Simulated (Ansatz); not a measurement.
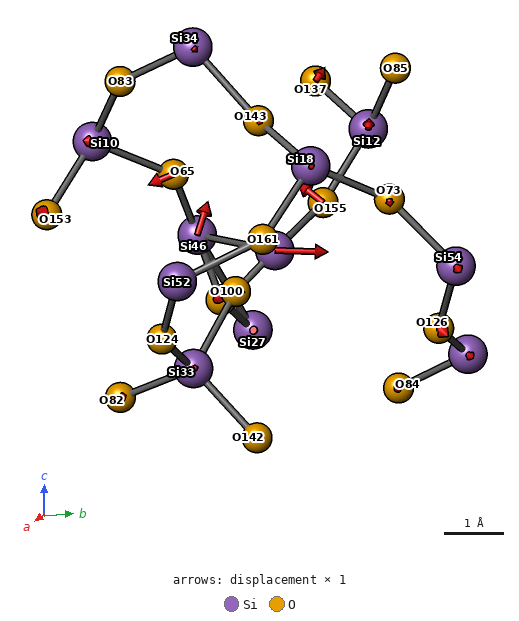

This is a relaxation of a defect cell of composition Si55O108 (cell charge +1). The starting structure is drawn; red arrows show the displacements, at their true length.

The picture is a ball-and-stick view of the atoms within 4.2 Å of the atom that moves most (axes of the cell of the calculation (origin shifted)), seen slightly off an axis.

Method: DFT, PBEsol, PAW, plane waves in Ansatz 0.2.0. Settings: plane-wave cutoff 420 eV; k-point mesh 1 × 1 × 1; mesh shifted by (0.25, 0.25, 0.25); collinear spin; atoms relaxed in a fixed cell; force threshold 0.03 eV/Å; at most 80 steps.

### Describe the change and its energy.

The largest move is that of a Si atom, 0.93 Å along [1 3 0]. Largest moves by element: Si 0.93 Å, O 0.59 Å. The cell doesn't change. Some distances before and after: O–Si 2.385 → 3.445 Å, Si–Si 2.431 → 3.125 Å, Si–Si 3.751 → 3.071 Å, O–Si 2.365 → 1.764 Å. New bonds form, among them: O–Si (2.36 → 1.76 Å). Among the angles between lasting bonds that change: O–Si–O 155.0° → 100.7°, O–Si–O 150.1° → 108.8°, Si–O–Si 153.4° → 114.2°. The energy falls by 35.638 eV per cell of the calculation in 14 geometry steps. The largest force component goes from 76 to 0.028 eV/Å. Cost: 33 s on 1 × NVIDIA GB200 with 8 threads of Arm Neoverse-V2, peak memory 2.3 GiB.

Limits of the set-up: the cell is charged, on a uniform background, and energies carry no finite-size correction.
